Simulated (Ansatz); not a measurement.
## HfO2: geometry relaxation (part 2 of 2)

The same run, continued: HfO2 (P4₂/mnm, 6 atoms in the cell); DFT PBEsol, scalar-relativistic, plane waves, PAW, no spin polarisation (Ansatz 0.2.0); cutoff 420 eV, 6×6×8 k-mesh, Gaussian smearing of 0.02 eV. The structure derives from a Materials Project entry.

Geometry of the input (Å; fractional positions):
```
4.8135  0.0000  0.0000
0.0000  4.8135  0.0000
0.0000  0.0000  3.2054
Hf 0.0000  0.0000  0.0000
Hf 0.5000  0.5000  0.5000
O  0.1950  0.8050  0.5000
O  0.3050  0.3050  0.0000
O  0.6950  0.6950  0.0000
O  0.8050  0.1950  0.5000
```

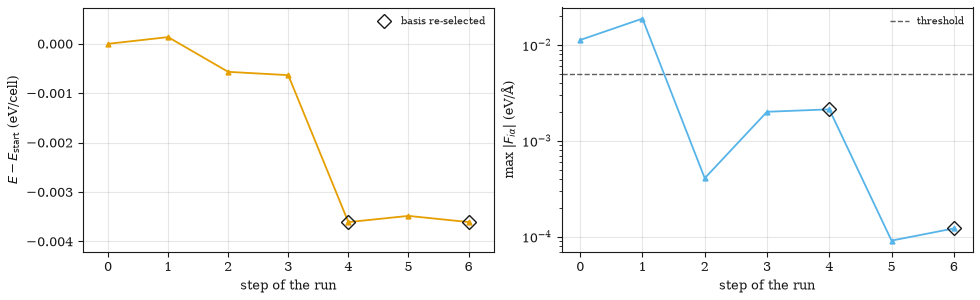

**Figure 1.** Progress of the relaxation, step by step (the first geometry is step 0 here and step 1 in the log). The atoms keep their places relative to the cell (all moves are under 0.005 Å). Over 4 geometry steps the energy falls by 3.5 meV per cell of the calculation. Largest force component: 0.011 eV/Å at the start, 0.00012 eV/Å at the end. Pressure: 1.83 GPa at the start and 0.00 GPa at the end. The basis was re-selected once at an unchanged geometry, which shifts the energy a little without any move. The energy change given includes the shifts at the re-selections in mid-walk, which come without any move. A last SCF at the same geometry on a re-selected plane-wave basis shifts the energy by −0.1 meV per cell of the calculation.

```
basis re-selected at this cell: Δ(F+E_penalty+E_count) = -1.254e-4 eV, ΔP = +0.001 GPa vs the last step (what re-selecting the basis moved, of the pressure what is left beyond the Pulay correction that the steps carried, after the strain that the cell walked since its last selection, with what the two solves' SCF thresholds leave and, on support functions, any second-order correction that the steps lacked; it is no measure of the basis error at this ecutwfc). This SCF's stress stands 5.05e-3 GPa from its target on what of the cell is left free (relax.cell.stress_tol is 5.00e-2 GPa) and its largest allowed force component is 1.22e-4 eV/Å (relax.f_tol is 5.00e-3 eV/Å): within both
SCF converged after 5 iterations
Free energy (F): -33450.230509 eV
Harris-Foulkes:  -33450.230509 eV  (|F-HF|=0.00e0)
Internal energy: -33450.230509 eV  (E = F + TS)
E sigma→0 (E₀):  -33450.230509 eV
Fermi energy:    14.322106 eV
--- Per-component energies (eV) ---
  E_band       = -124.261537
  E_kinetic    = 1540.719624
  E_local      = -12997.845611  (includes V_loc(G=0)·N_el)
  E_nonlocal   = -2280.616115
  E_hartree    = 5909.744472
  E_xc         = -885.645855
  E_vxc        = -904.383928  (∫ρ·V_xc dr)
  E_paw        = -14224.155149  (= ΣΔE_a)
  E_vpaw       = 2698.364785  (= ΣTr[D̂ρ^β])
  E_aug_tail   = 0.009963  (compensation charges beyond the density's cutoff)
  E_ewald      = -10515.085174
  E_core_change = 2.643335  (= ΣΔE_core)
  E_smearing   = -0.000000  (= −TS)
  E_closure    = -0.000000  (closes the sum)
  Σ components = -33450.230509   (vs F -33450.230509, Δ=0.00e0)
--- Forces (eV/Å), atoms counted from 1 ---
  atom   1  Hf     0.00000000     0.00000000     0.00000000
  atom   2  Hf     0.00000000     0.00000000     0.00000000
  atom   3  O     -0.00012176     0.00012176     0.00000000
  atom   4  O      0.00012176     0.00012176     0.00000000
  atom   5  O     -0.00012176    -0.00012176     0.00000000
  atom   6  O      0.00012176    -0.00012176     0.00000000
  max |Σ_I F_I| component: 0.00e0 eV/Å
--- Stress (GPa, compression-positive) ---
        0.005048       0.000000       0.000000
        0.000000       0.005048       0.000000
        0.000000       0.000000       0.000937
  P = ⅓ Tr σ = 0.0037 GPa (0.037 kbar)
--- Band table (eV; the first three rows and the last of 50) ---
  k-point 0: bands = ["-47.9130", "-47.9032", "-16.9107", "-16.9107", "-16.6166", "-16.6166", "-16.4997", "-16.4383", "-5.2110", "-4.4097", "-3.2911", "-3.2911", "2.2028", "2.2028", "2.2108", "2.2443", "2.2443", "2.2462", "2.2514", "2.2514", "2.2744", "2.2813", "2.2980", "2.3024", "2.3905", "2.3905", "6.8120", "7.3281", "7.9953", "8.8291", "8.8291", "10.5572", "10.5572", "10.8091", "11.7351", "11.9809", "11.9809", "12.3754", "16.2688", "16.4489", "17.5711", "17.9338", "17.9338", "18.5267", "20.2558", "20.7158"]
  k-point 1: bands = ["-47.9096", "-47.9005", "-16.8843", "-16.8843", "-16.6144", "-16.6144", "-16.5955", "-16.5412", "-5.0236", "-4.2748", "-3.3983", "-3.3983", "2.2076", "2.2076", "2.2163", "2.2463", "2.2468", "2.2468", "2.2520", "2.2520", "2.2716", "2.2772", "2.2923", "2.2958", "2.3759", "2.3759", "7.0741", "7.5260", "8.1592", "8.8074", "8.8074", "10.3507", "10.7456", "10.7456", "11.1726", "11.7820", "11.7820", "12.2730", "16.5965", "16.9409", "17.4536", "17.8797", "17.8797", "18.9012", "20.0353", "21.0072"]
  k-point 2: bands = ["-47.9010", "-47.8940", "-16.8175", "-16.8162", "-16.8162", "-16.7798", "-16.6126", "-16.6126", "-4.5616", "-3.9715", "-3.6528", "-3.6528", "2.2205", "2.2205", "2.2352", "2.2419", "2.2499", "2.2499", "2.2562", "2.2562", "2.2647", "2.2677", "2.2702", "2.3003", "2.3427", "2.3427", "7.7610", "8.0001", "8.6354", "8.8576", "8.8576", "9.4263", "10.1241", "11.0415", "11.0415", "11.3165", "11.3165", "11.9002", "17.2368", "17.2997", "17.8235", "17.9664", "17.9664", "19.4498", "19.9087", "21.6965"]
  k-point 49: bands = ["-47.8869", "-47.8869", "-17.1029", "-17.1029", "-16.6834", "-16.6834", "-16.6523", "-16.6523", "-4.0608", "-4.0608", "-3.6552", "-3.6552", "2.2383", "2.2383", "2.2506", "2.2506", "2.2517", "2.2517", "2.2575", "2.2575", "2.2582", "2.2582", "2.2945", "2.2945", "2.3065", "2.3065", "8.2572", "8.2572", "8.3365", "8.3365", "9.2955", "9.2955", "10.3690", "10.3690", "11.3052", "11.3052", "11.9065", "11.9065", "17.4629", "17.4629", "18.1777", "18.1777", "18.7999", "18.7999", "21.6330", "21.6330"]
--- Relaxed structure (5 steps of the walk, 5 accepted, 2 SCFs on fresh bases) ---
  F+E_penalty+E_count = -33450.23050946 eV   max|allowed force component| = 1.218e-4 eV/Å   (the final SCF, on the basis selected at the relaxed cell)
  cell:  # Å, volume = 74.8830 Å³
    - [4.83012480884262, 4.617694395494935e-34, 0.0]
    - [4.479852771748817e-34, 4.83012480884262, 0.0]
    - [0.0, 0.0, 3.2097164562096285]
  atoms:
    - { symbol: Hf, position: [2.1585539854485824e-20, -4.2232577976167865e-21, 0.0] }
    - { symbol: Hf, position: [0.5, 0.5, 0.49999999999999994] }
    - { symbol: O, position: [0.1949699034812261, 0.8050300965187738, 0.49999999999999994] }
    - { symbol: O, position: [0.30503009651877394, 0.30503009651877394, 0.0] }
    - { symbol: O, position: [0.6949699034812261, 0.6949699034812261, 0.0] }
    - { symbol: O, position: [0.8050300965187738, 0.1949699034812261, 0.49999999999999994] }
```

## Trajectory as extended XYZ (Å, eV, eV/Å), 7 frames, from step=1 to step=7
```
6
Lattice="4.8135 0.0000 0.0000 0.0000 4.8135 0.0000 0.0000 0.0000 3.2054" Properties=species:S:1:pos:R:3:forces:R:3 step=1 energy=-33450.22690 pressure_GPa=1.83
Hf    0.0000    0.0000    0.0000    0.0000   0.0000   0.0000
Hf    2.4068    2.4068    1.6027    0.0000   0.0000   0.0000
O     0.9384    3.8751    1.6027    0.0113  -0.0113   0.0000
O     1.4683    1.4683    0.0000   -0.0113  -0.0113   0.0000
O     3.3452    3.3452    0.0000    0.0113   0.0113   0.0000
O     3.8751    0.9384    1.6027   -0.0113   0.0113   0.0000
6
Lattice="4.8333 0.0000 0.0000 0.0000 4.8333 0.0000 0.0000 0.0000 3.2094" Properties=species:S:1:pos:R:3:forces:R:3 step=2 energy=-33450.22677 pressure_GPa=-0.36
Hf    0.0000    0.0000    0.0000    0.0000   0.0000   0.0000
Hf    2.4167    2.4167    1.6047    0.0000   0.0000   0.0000
O     0.9432    3.8901    1.6047   -0.0189   0.0189   0.0000
O     1.4735    1.4735    0.0000    0.0189   0.0189   0.0000
O     3.3599    3.3599    0.0000   -0.0189  -0.0189   0.0000
O     3.8901    0.9432    1.6047    0.0189  -0.0189   0.0000
6
Lattice="4.8286 0.0000 0.0000 0.0000 4.8286 0.0000 0.0000 0.0000 3.2110" Properties=species:S:1:pos:R:3:forces:R:3 step=3 energy=-33450.22747 pressure_GPa=-0.04
Hf    0.0000    0.0000    0.0000    0.0000   0.0000   0.0000
Hf    2.4143    2.4143    1.6055    0.0000   0.0000   0.0000
O     0.9413    3.8872    1.6055   -0.0004   0.0004   0.0000
O     1.4730    1.4730    0.0000    0.0004   0.0004   0.0000
O     3.3556    3.3556    0.0000   -0.0004  -0.0004   0.0000
O     3.8872    0.9413    1.6055    0.0004  -0.0004   0.0000
6
Lattice="4.8292 0.0000 0.0000 0.0000 4.8292 0.0000 0.0000 0.0000 3.2097" Properties=species:S:1:pos:R:3:forces:R:3 step=4 energy=-33450.22754 pressure_GPa=0.01
Hf    0.0000    0.0000    0.0000    0.0000   0.0000   0.0000
Hf    2.4146    2.4146    1.6048    0.0000   0.0000   0.0000
O     0.9417    3.8876    1.6048   -0.0020   0.0020   0.0000
O     1.4730    1.4730    0.0000    0.0020   0.0020   0.0000
O     3.3563    3.3563    0.0000   -0.0020  -0.0020   0.0000
O     3.8876    0.9417    1.6048    0.0020  -0.0020   0.0000
6
Lattice="4.8292 0.0000 0.0000 0.0000 4.8292 0.0000 0.0000 0.0000 3.2097" Properties=species:S:1:pos:R:3:forces:R:3 step=5 energy=-33450.23051 pressure_GPa=0.08
Hf    0.0000    0.0000    0.0000    0.0000   0.0000   0.0000
Hf    2.4146    2.4146    1.6048    0.0000   0.0000   0.0000
O     0.9417    3.8876    1.6048   -0.0021   0.0021   0.0000
O     1.4730    1.4730    0.0000    0.0021   0.0021   0.0000
O     3.3563    3.3563    0.0000   -0.0021  -0.0021   0.0000
O     3.8876    0.9417    1.6048    0.0021  -0.0021   0.0000
6
Lattice="4.8301 0.0000 0.0000 0.0000 4.8301 0.0000 0.0000 0.0000 3.2097" Properties=species:S:1:pos:R:3:forces:R:3 step=6 energy=-33450.23038 pressure_GPa=0.00
Hf    0.0000    0.0000    0.0000    0.0000   0.0000   0.0000
Hf    2.4151    2.4151    1.6049    0.0000   0.0000   0.0000
O     0.9417    3.8884    1.6049   -0.0001   0.0001   0.0000
O     1.4733    1.4733    0.0000    0.0001   0.0001   0.0000
O     3.3568    3.3568    0.0000   -0.0001  -0.0001   0.0000
O     3.8884    0.9417    1.6049    0.0001  -0.0001   0.0000
6
Lattice="4.8301 0.0000 0.0000 0.0000 4.8301 0.0000 0.0000 0.0000 3.2097" Properties=species:S:1:pos:R:3:forces:R:3 step=7 energy=-33450.23051 pressure_GPa=0.00
Hf    0.0000    0.0000    0.0000    0.0000   0.0000   0.0000
Hf    2.4151    2.4151    1.6049    0.0000   0.0000   0.0000
O     0.9417    3.8884    1.6049   -0.0001   0.0001   0.0000
O     1.4733    1.4733    0.0000    0.0001   0.0001   0.0000
O     3.3568    3.3568    0.0000   -0.0001  -0.0001   0.0000
O     3.8884    0.9417    1.6049    0.0001  -0.0001   0.0000
```

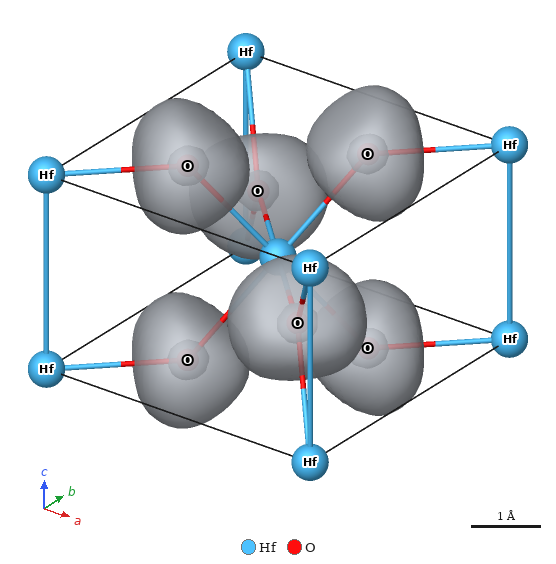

**Figure 2.** Isosurface of the electron localisation function at 0.6 (grey), seen at an oblique angle. Core shells and regions of very low density are left out. Sticks mark near contacts. The outline is the cell set on symmetry axes. Profiles from the grid: Hf–O (2.08 Å): the ELF peaks at about 0.85 in the valence shell of O, 0.6 Å from its nucleus, and drops to about 0.20 between the two atoms. Hf–Hf (3.21 Å): the ELF is about 0.10 at the midpoint. Core electrons are frozen (PAW), so the fields are smoothed inside the atomic spheres.

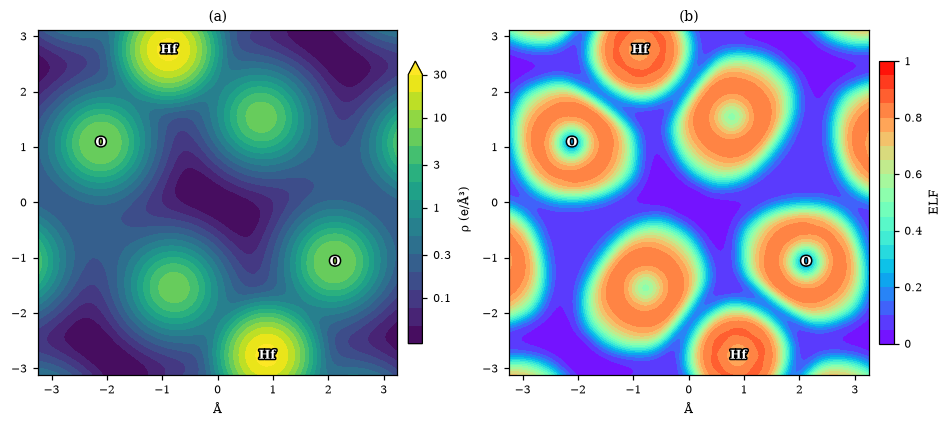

**Figure 3.** (a) valence pseudo-density; (b) ELF on the (111) plane of the conventional cell. Atoms in the plane: Hf and O. Hf–O (2.08 Å): ρ at the midpoint is about 0.77 e/Å³; the ELF peaks at about 0.85 in the valence shell of O, 0.6 Å from its nucleus, and drops to about 0.20 between the two atoms. Away from the nuclei the density in this plane falls to 0.03 e/Å³ at its lowest. The strong features right at Hf lie inside the PAW spheres (semicore, d or f shells) and say nothing about bonding.

## Summary

| quantity | value |
| --- | --- |
| outcome | converged |
| space group (tolerance 0.01 Å) | P4₂/mnm (136) |
| electrons treated | 76 |
| free energy | −33450.2305 eV |
| Fermi energy | 14.322 eV |
| gap on the k-point mesh | 3.89 eV |
| pressure | 0.00 GPa |
| final volume | 74.88 Å³ |
| largest force (length of the vector) at the end | under 0.001 eV/Å |
| final cell | a = 4.830 Å, b = 4.830 Å, c = 3.210 Å, α = 90.00°, β = 90.00°, γ = 90.00° |
| wall time | 14 s (CPU time 54 s) |
| peak memory | 0.55 GiB |

## Remarks

Spin–orbit coupling is left out, which matters for Hf.
